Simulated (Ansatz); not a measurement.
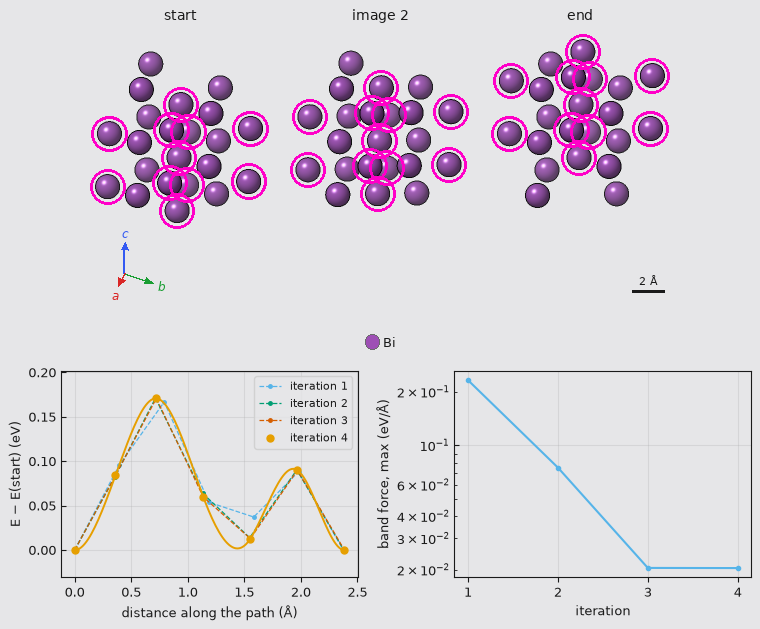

A nudged-elastic-band calculation for a 2-atom cell of Bi (set up in C2/m). Images are numbered from 0 (start) to 6 (end). The plot follows the band through its iterations. The picture is a spheres-only view of the atoms within 5.3 Å of the middle of the path, seen from a free direction. The moving atom is ringed, with any periodic copies.

These are results of DFT, PBE, all-electron LAPW, scalar-relativistic in Ansatz 0.2.0, not measurements.

Input file:
```yaml
crystal:
  lattice:
    - [3.488598, -3.132578, 0.0]
    - [3.488598, 3.132578, 0.0]
    - [-1.260235, 0.0, 3.11355]
  atoms:
    - { symbol: Bi, position: [0.246939, 0.246939, 0.142618] }
    - { symbol: Bi, position: [0.753061, 0.753061, 0.857382] }
kpoints:
  mp_grid: { grid: [5, 5, 7] }
scf:
  occupations: { method: fermi_dirac, width: 0.05 }
hamiltonian:
  xc: pbe
  pseudopotentials: { kind: all_electron, lapw: { basis_error: 0.001 } }
output:
  forces: true
neb:
  images: 5
  f_tol: 0.05
  max_iterations: 40
  relax_end_points: true
  final_atoms:
    - { symbol: Bi, position: [0.246939, 0.246939, 0.142618] }
    - { symbol: Bi, position: [0.753061, 0.753061, 1.857382] }
```

Launched with:
```bash
ansatz run input.yaml --threads 4 --pin off --max-ram 4096MiB --backend cpu --events-out ev --progress --plain --runs-dir out
```

### How did the profile develop, and is the result final?

The run is converged, with reservations. The band converged in 4 iterations. The largest component of the band force went from 0.23 to 0.02 eV/Å. The climbing image converged on the top of the path. Its curvatures weren't checked. The first iteration put the highest image at 0.167 eV. The two ends have the same energy, and the highest point, image 2, lies 0.171 eV above the start. The profile has 2 maxima (images 2, 5) with a dip at image 4 (+0.013 eV), so the process runs in steps.

The run took roughly 90 core-minutes on a shared host.
